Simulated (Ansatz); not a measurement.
**Sr₈Ti₈O₂₃ (charge −1): geometry relaxation (part 1 of 3)**

Sr₈Ti₈O₂₃ (defect cell, 39 atoms in the cell, total charge −1), computed with DFT, PBEsol, PAW, plane waves (Ansatz 0.2.0).

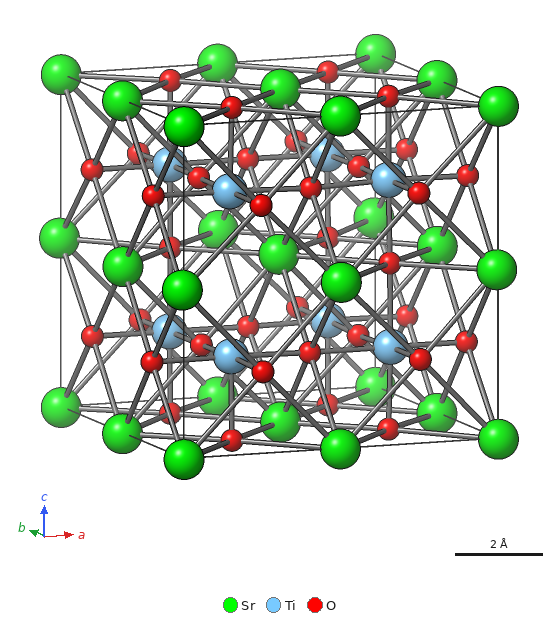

**Figure 1.** The structure as given in the input (ball-and-stick view of the cell of the calculation, seen slightly off an axis).

Input:
```yaml
crystal:
  lattice:
    - [7.782821, 0.000000, 0.000000]
    - [0.000000, 7.782821, 0.000000]
    - [0.000000, 0.000000, 7.782821]
  atoms:
    - { symbol: Sr, position: [0.002106, 0.001967, 0.996061] }
    - { symbol: Sr, position: [0.995540, 0.999194, 0.505853] }
    - { symbol: Sr, position: [0.000579, 0.498904, 0.996161] }
    - { symbol: Sr, position: [0.002493, 0.500749, 0.497716] }
    - { symbol: Sr, position: [0.499601, 0.002172, 0.997479] }
    - { symbol: Sr, position: [0.500104, 0.996450, 0.498742] }
    - { symbol: Sr, position: [0.502601, 0.496956, 0.001138] }
    - { symbol: Sr, position: [0.498541, 0.500347, 0.504468] }
    - { symbol: Ti, position: [0.247675, 0.248035, 0.252736], spin: 0.5 }
    - { symbol: Ti, position: [0.244914, 0.251901, 0.747900], spin: 0.5 }
    - { symbol: Ti, position: [0.247539, 0.750203, 0.249139] }
    - { symbol: Ti, position: [0.248846, 0.750007, 0.750368] }
    - { symbol: Ti, position: [0.754788, 0.247086, 0.250309] }
    - { symbol: Ti, position: [0.749079, 0.249717, 0.752010] }
    - { symbol: Ti, position: [0.751087, 0.748626, 0.252222] }
    - { symbol: Ti, position: [0.750757, 0.754068, 0.750233] }
    - { symbol: O, position: [0.251473, 0.250599, 0.999793] }
    - { symbol: O, position: [0.252567, 0.754124, 0.002163] }
    - { symbol: O, position: [0.250828, 0.749697, 0.500850] }
    - { symbol: O, position: [0.749829, 0.251220, 0.002961] }
    - { symbol: O, position: [0.753019, 0.248797, 0.501929] }
    - { symbol: O, position: [0.751222, 0.747179, 0.998079] }
    - { symbol: O, position: [0.753259, 0.751070, 0.499929] }
    - { symbol: O, position: [0.996710, 0.249751, 0.250456] }
    - { symbol: O, position: [0.000137, 0.247933, 0.749744] }
    - { symbol: O, position: [0.002490, 0.749122, 0.249445] }
    - { symbol: O, position: [0.001611, 0.749515, 0.749827] }
    - { symbol: O, position: [0.499104, 0.251134, 0.248940] }
    - { symbol: O, position: [0.501009, 0.249446, 0.742828] }
    - { symbol: O, position: [0.497425, 0.750145, 0.248292] }
    - { symbol: O, position: [0.497301, 0.751907, 0.751885] }
    - { symbol: O, position: [0.251325, 0.997862, 0.245008] }
    - { symbol: O, position: [0.247998, 0.004080, 0.744004] }
    - { symbol: O, position: [0.250418, 0.497438, 0.248073] }
    - { symbol: O, position: [0.243916, 0.502076, 0.749692] }
    - { symbol: O, position: [0.751635, 0.996725, 0.251853] }
    - { symbol: O, position: [0.749059, 0.002582, 0.750605] }
    - { symbol: O, position: [0.750508, 0.500171, 0.245491] }
    - { symbol: O, position: [0.749752, 0.494641, 0.753737] }
  symmetry: { detect: false }
kpoints:
  mp_grid: { grid: [1, 1, 1], shift: [0.25, 0.25, 0.25] }
hamiltonian:
  xc: pbesol
total_charge: -1
magnetization:
  spin_polarized: true
scf:
  occupations: { method: fermi_dirac, width: 0.01 }
relax:
  f_tol: 0.03
  max_steps: 80
  escape_saddle: false
  adjacent_minimum: "off"
output:
  forces: true
  eigenvalues: true
  populations: true
  charged_corrections: { epsilon: 300 }
```

Launched with:
```bash
ansatz run in.yaml --threads 8 --pin off --max-ram 17100MiB --runs-dir r --events-out ev --progress --plain
```

The program's output:
```
Pseudopotentials: kind: paw
Functional definition: PBEsol
  exchange = pbesol_x
  correlation = pbesol_c
Crystal: 39 atoms, lattice volume = 471.423 Å³
Basis set: ecut = 420 eV, 9171 PW (Γ), exchange–correlation on 108×108×108 points (8 copies of the dense FFT grid, shifted against one another)
Bands: 197, of which v1, the nominal top of the filled ones, is band 158 counted from 1 (157 counted from 0)
Symmetry: 1 space group operations
k-points: 1
Non-local potential: Sr, projectors of the file, l = 0: 3, l = 1: 2, l = 2: 2
Non-local potential: Ti, projectors of the file, l = 0: 3, l = 1: 2, l = 2: 3, l = 3: 1
Non-local potential: O, projectors of the file, l = 0: 2, l = 1: 2, l = 2: 1
PAW form: soft (Blöchl's): semilocal exchange-correlation on the pseudo side does not see the compensation charge
PAW frozen core: Sr, regenerated for the run's functional, and the local potential with it (the file was generated under x = pbe(κ = 0.804, μ = 0.2195149727645171), c = pbe(β = 0.06672455060314922))
PAW frozen core: Ti, regenerated for the run's functional, and the local potential with it (the file was generated under x = pbe(κ = 0.804, μ = 0.2195149727645171), c = pbe(β = 0.06672455060314922))
PAW frozen core: O, regenerated for the run's functional, and the local potential with it (the file was generated under x = pbe(κ = 0.804, μ = 0.2195149727645171), c = pbe(β = 0.06672455060314922))
PAW one-centre angular grid: Sr, 110 points (default); XC on 64 Gauss nodes
PAW one-centre angular grid: Ti, 590 points (default); XC on 64 Gauss nodes
PAW one-centre angular grid: O, 110 points (default); XC on 64 Gauss nodes
Initial density: superposition of atomic densities (chi_scale 0.1, normalization cell, long waves kept (reshape's long-wave potential 0.19 eV rms))
Starting moments: Σ|m| = 1 μB on 2 of 39 sites
Initial wavefunctions: pseudopotential atomic-orbital guess
Functional: x = pbesol(κ = 0.804, μ = 0.12345679012345678), c = pbesol(β = 0.046)
SCF iter   1: F=—  HF=-60684.995832 eV  |F-HF|=—  |Δ(HF+E_count)|=         —  Δρ=2.97e-2 (↑2.93e-2 ↓2.97e-2)  dr2=1.78e1  dr2_m=5.79e-2  M=1.000 μB ∫|m|=1.141 μB  β_m=0.30  ethr=3.10e-3  ⟨swp⟩=6.0  Hψ=1760  notcnv=0  defer=26
Mixer restart at iter 1: flushing history
preconditioner: auto → Resta (q_TF=auto, 2.551 Å⁻¹)  ε∞=5.2  [insulator: Δε(μ)=0.038 eV  Ē_g=12.815 eV  σ=0.010 eV  W_gap=0.74  n_scr=122 (ndim 8)  ℏωp=26.2 eV  f_vac=0.000  D(μ)=22.78/eV (n_scr^D=202)  ε∞_Penn≈5.2]
spin=Collinear: Resta preconditioning applied to the charge; magnetization (m = ρ↑ − ρ↓) channel mixes plain (no charge-response kernel on spin).
SCF iter   2: F=—  HF=-60682.498378 eV  |F-HF|=—  |Δ(HF+E_count)|=    2.50e0  Δρ=1.90e-2 (↑1.86e-2 ↓1.90e-2)  dr2=7.50e0  dr2_m=4.22e-2  M=1.000 μB ∫|m|=1.162 μB  β_m=0.56  ethr=3.10e-3  ⟨swp⟩=3.0  Hψ=474  notcnv=0  defer=64
SCF iter   3: F=—  HF=-60681.139036 eV  |F-HF|=—  |Δ(HF+E_count)|=    1.36e0  Δρ=1.03e-2 (↑1.03e-2 ↓5.79e-3)  dr2=1.16e0  dr2_m=8.28e-2  M=0.965 μB ∫|m|=1.245 μB  β_m=0.63  ethr=2.38e-3  ⟨swp⟩=3.0  Hψ=612  notcnv=0  defer=64
SCF iter   4: F=—  HF=-60681.209699 eV  |F-HF|=—  |Δ(HF+E_count)|=   7.07e-2  Δρ=9.00e-3 (↑9.00e-3 ↓4.82e-3)  dr2=1.45e0  dr2_m=4.01e-2  M=1.000 μB ∫|m|=1.193 μB  β_m=0.53  ethr=3.69e-4  ⟨swp⟩=4.0  Hψ=787  notcnv=0  defer=62
SCF iter   5: F=—  HF=-60681.128065 eV  |F-HF|=—  |Δ(HF+E_count)|=   8.16e-2  Δρ=4.01e-3 (↑4.01e-3 ↓1.98e-3)  dr2=1.89e-1  dr2_m=1.25e-2  M=1.000 μB ∫|m|=1.191 μB  β_m=0.51  ethr=3.69e-4  ⟨swp⟩=3.0  Hψ=545  notcnv=0  defer=62
SCF iter   6: F=—  HF=-60681.128405 eV  |F-HF|=—  |Δ(HF+E_count)|=         —  Δρ=3.54e-3 (↑3.54e-3 ↓1.34e-3)  dr2=9.38e-2  dr2_m=1.55e-2  M=1.000 μB ∫|m|=1.165 μB  β_m=0.51  ethr=6.01e-5  ⟨swp⟩=4.5  Hψ=542  notcnv=0  defer=62
Mixer restart at iter 6: flushing history
SCF iter   7: F=—  HF=-60681.136065 eV  |F-HF|=—  |Δ(HF+E_count)|=   7.66e-3  Δρ=3.04e-3 (↑3.04e-3 ↓1.14e-3)  dr2=1.27e-1  dr2_m=6.25e-3  M=1.000 μB ∫|m|=1.179 μB  β_m=0.42  ethr=2.98e-5  ⟨swp⟩=4.5  Hψ=720  notcnv=0  defer=62
SCF iter   8: F=—  HF=-60681.129058 eV  |F-HF|=—  |Δ(HF+E_count)|=   7.01e-3  Δρ=1.50e-3 (↑1.50e-3 ↓6.64e-4)  dr2=1.50e-2  dr2_m=2.84e-3  M=1.000 μB ∫|m|=1.168 μB  β_m=0.50  ethr=2.98e-5  ⟨swp⟩=6.0  Hψ=521  notcnv=0  defer=54
SCF iter   9: F=—  HF=-60681.134975 eV  |F-HF|=—  |Δ(HF+E_count)|=   5.92e-3  Δρ=9.77e-4 (↑9.77e-4 ↓3.14e-4)  dr2=9.57e-3  dr2_m=9.56e-4  M=1.000 μB ∫|m|=1.171 μB  β_m=0.40  ethr=4.76e-6  ⟨swp⟩=4.0  Hψ=548  notcnv=0  defer=54
SCF iter  10: F=—  HF=-60681.134712 eV  |F-HF|=—  |Δ(HF+E_count)|=   2.63e-4  Δρ=1.87e-4 (↑1.87e-4 ↓1.10e-4)  dr2=2.36e-4  dr2_m=4.02e-5  M=1.000 μB ∫|m|=1.174 μB  β_m=0.52  ethr=3.04e-6  ⟨swp⟩=3.0  Hψ=481  notcnv=0  defer=54
SCF iter  11: F=—  HF=-60681.134808 eV  |F-HF|=—  |Δ(HF+E_count)|=   9.58e-5  Δρ=1.17e-4 (↑1.17e-4 ↓6.74e-5)  dr2=1.18e-4  dr2_m=1.41e-5  M=1.000 μB ∫|m|=1.176 μB  β_m=0.57  ethr=7.51e-8  ⟨swp⟩=2.0  Hψ=612  notcnv=0  defer=54
SCF iter  12: F=—  HF=-60681.134819 eV  |F-HF|=—  |Δ(HF+E_count)|=   1.14e-5  Δρ=5.53e-5 (↑5.53e-5 ↓2.78e-5)  dr2=3.82e-5  dr2_m=2.41e-6  M=1.000 μB ∫|m|=1.176 μB  β_m=0.53  ethr=3.75e-8  ⟨swp⟩=2.0  Hψ=559  notcnv=0  defer=54
SCF iter  13: F=—  HF=-60681.134818 eV  |F-HF|=—  |Δ(HF+E_count)|=   1.61e-6  Δρ=2.86e-5 (↑2.86e-5 ↓1.39e-5)  dr2=8.45e-6  dr2_m=7.94e-7  M=1.000 μB ∫|m|=1.177 μB  β_m=0.52  ethr=1.21e-8  ⟨swp⟩=2.0  Hψ=525  notcnv=0  defer=54
SCF iter  14: F=—  HF=-60681.134818 eV  |F-HF|=—  |Δ(HF+E_count)|=   3.49e-8  Δρ=1.04e-5 (↑1.04e-5 ↓8.64e-6)  dr2=1.22e-6  dr2_m=1.59e-7  M=1.000 μB ∫|m|=1.177 μB  β_m=0.57  ethr=2.68e-9  ⟨swp⟩=2.0  Hψ=521  notcnv=0  defer=54
SCF iter  15: F=-60681.134817 eV  HF=-60681.134818 eV  |F-HF|=3.91e-7  |Δ(HF+E_count)|=   1.93e-7  Δρ=7.29e-6 (↑7.29e-6 ↓4.39e-6)  dr2=6.13e-7  dr2_m=5.46e-8  M=1.000 μB ∫|m|=1.177 μB  ethr=3.87e-10  ⟨swp⟩=13.0  Hψ=2330  notcnv=0
SCF 1 converged in 15 iterations: F = -60681.134817 eV  dr2 = 6.13e-7
  greatest PAW one-centre occupation: 0.999 electrons in one spin orbital (limit 2), on the Ti atom at site 10 (counted from 0), in its partial waves of l = 0
relax step   1: F+E_penalty+E_count = -60681.13481739 eV  Δ(F+E_penalty+E_count) = +0.000e0 eV  max|allowed force component| = 1.093e0 eV/Å  Δτ_max = 0.0000 Å  (15 SCF iters, dr2 threshold 2.25e-5 eV, accepted)
Initial density: handed on by an earlier stage of this run
Starting moments: Σ|m| = 1 μB on 2 of 39 sites; this step starts from the density that it was given
Initial wavefunctions: those handed on with the density
SCF iter   1: F=—  HF=-60682.496444 eV  |F-HF|=—  |Δ(HF+E_count)|=         —  Δρ=2.73e-2 (↑2.73e-2 ↓9.39e-3)  dr2=1.91e1  dr2_m=6.49e-1  M=2.835 μB ∫|m|=2.929 μB  β_m=0.30  ethr=3.10e-3  ⟨swp⟩=6.0  Hψ=823  notcnv=0  defer=50
preconditioner: auto → Resta (q_TF=auto, 2.551 Å⁻¹)  ε∞=5.5  [insulator: Δε(μ)=0.051 eV  Ē_g=12.327 eV  σ=0.010 eV  W_gap=0.85  n_scr=122 (ndim 8)  ℏωp=26.2 eV  f_vac=0.000  D(μ)=15.41/eV (n_scr^D=122)  ε∞_Penn≈5.5]
spin=Collinear: Resta preconditioning applied to the charge; magnetization (m = ρ↑ − ρ↓) channel mixes plain (no charge-response kernel on spin).
SCF iter   2: F=—  HF=-60681.684498 eV  |F-HF|=—  |Δ(HF+E_count)|=   8.12e-1  Δρ=1.41e-2 (↑1.41e-2 ↓6.34e-3)  dr2=2.96e0  dr2_m=9.43e-2  M=1.000 μB ∫|m|=1.265 μB  β_m=0.26  ethr=3.10e-3  ⟨swp⟩=2.0  Hψ=710  notcnv=0  defer=64
SCF iter   3: F=—  HF=-60681.366784 eV  |F-HF|=—  |Δ(HF+E_count)|=   3.18e-1  Δρ=6.25e-3 (↑6.25e-3 ↓3.64e-3)  dr2=6.03e-1  dr2_m=2.22e-2  M=1.000 μB ∫|m|=1.251 μB  β_m=0.53  ethr=9.38e-4  ⟨swp⟩=2.0  Hψ=650  notcnv=0  defer=64
relax step   2: F+E_penalty+E_count = -60681.24907313 eV  Δ(F+E_penalty+E_count) = -1.143e-1 eV  max|allowed force component| = 8.180e-1 eV/Å  Δτ_max = 0.1894 Å  (21 SCF iters, dr2 threshold 7.47e-5 eV, accepted)
preconditioner: auto → Resta (q_TF=auto, 2.551 Å⁻¹)  ε∞=5.5  [insulator: Δε(μ)=0.052 eV  Ē_g=12.404 eV  σ=0.010 eV  W_gap=0.86  n_scr=122 (ndim 8)  ℏωp=26.2 eV  f_vac=0.000  D(μ)=12.83/eV (n_scr^D=80)  ε∞_Penn≈5.5]
spin=Collinear: Resta preconditioning applied to the charge; magnetization (m = ρ↑ − ρ↓) channel mixes plain (no charge-response kernel on spin).
relax step   3: F+E_penalty+E_count = -60681.53853381 eV  Δ(F+E_penalty+E_count) = -2.895e-1 eV  max|allowed force component| = 2.659e-1 eV/Å  Δτ_max = 0.1479 Å  (15 SCF iters, dr2 threshold 4.18e-5 eV, accepted)
preconditioner: auto → Resta (q_TF=auto, 2.551 Å⁻¹)  ε∞=5.4  [insulator: Δε(μ)=0.023 eV  Ē_g=12.436 eV  σ=0.010 eV  W_gap=0.52  n_scr=122 (ndim 8)  ℏωp=26.2 eV  f_vac=0.000  D(μ)=36.62/eV (n_scr^D=436)  ε∞_Penn≈5.4]
spin=Collinear: Resta preconditioning applied to the charge; magnetization (m = ρ↑ − ρ↓) channel mixes plain (no charge-response kernel on spin).
relax step   4: F+E_penalty+E_count = -60681.54578899 eV  Δ(F+E_penalty+E_count) = -7.255e-3 eV  max|allowed force component| = 4.709e-1 eV/Å  Δτ_max = 0.0923 Å  (19 SCF iters, dr2 threshold 7.47e-6 eV, accepted)
preconditioner: auto → Resta (q_TF=auto, 2.551 Å⁻¹)  ε∞=5.5  [insulator: Δε(μ)=0.054 eV  Ē_g=12.410 eV  σ=0.010 eV  W_gap=0.87  n_scr=122 (ndim 8)  ℏωp=26.2 eV  f_vac=0.000  D(μ)=11.83/eV (n_scr^D=80)  ε∞_Penn≈5.5]
spin=Collinear: Resta preconditioning applied to the charge; magnetization (m = ρ↑ − ρ↓) channel mixes plain (no charge-response kernel on spin).
relax step   5: F+E_penalty+E_count = -60681.58837319 eV  Δ(F+E_penalty+E_count) = -4.258e-2 eV  max|allowed force component| = 1.175e-1 eV/Å  Δτ_max = 0.0315 Å  (17 SCF iters, dr2 threshold 2.34e-5 eV, accepted)
preconditioner: auto → Resta (q_TF=auto, 2.551 Å⁻¹)  ε∞=5.5  [insulator: Δε(μ)=0.061 eV  Ē_g=12.410 eV  σ=0.010 eV  W_gap=0.91  n_scr=122 (ndim 8)  ℏωp=26.2 eV  f_vac=0.000  D(μ)=8.67/eV (n_scr^D=56)  ε∞_Penn≈5.5]
spin=Collinear: Resta preconditioning applied to the charge; magnetization (m = ρ↑ − ρ↓) channel mixes plain (no charge-response kernel on spin).
relax step   6: F+E_penalty+E_count = -60681.59402491 eV  Δ(F+E_penalty+E_count) = -5.652e-3 eV  max|allowed force component| = 1.165e-1 eV/Å  Δτ_max = 0.0348 Å  (17 SCF iters, accepted)
preconditioner: auto → Resta (q_TF=auto, 2.551 Å⁻¹)  ε∞=5.5  [insulator: Δε(μ)=0.063 eV  Ē_g=12.401 eV  σ=0.010 eV  W_gap=0.92  n_scr=122 (ndim 8)  ℏωp=26.2 eV  f_vac=0.000  D(μ)=7.72/eV (n_scr^D=32)  ε∞_Penn≈5.5]
spin=Collinear: Resta preconditioning applied to the charge; magnetization (m = ρ↑ − ρ↓) channel mixes plain (no charge-response kernel on spin).
```
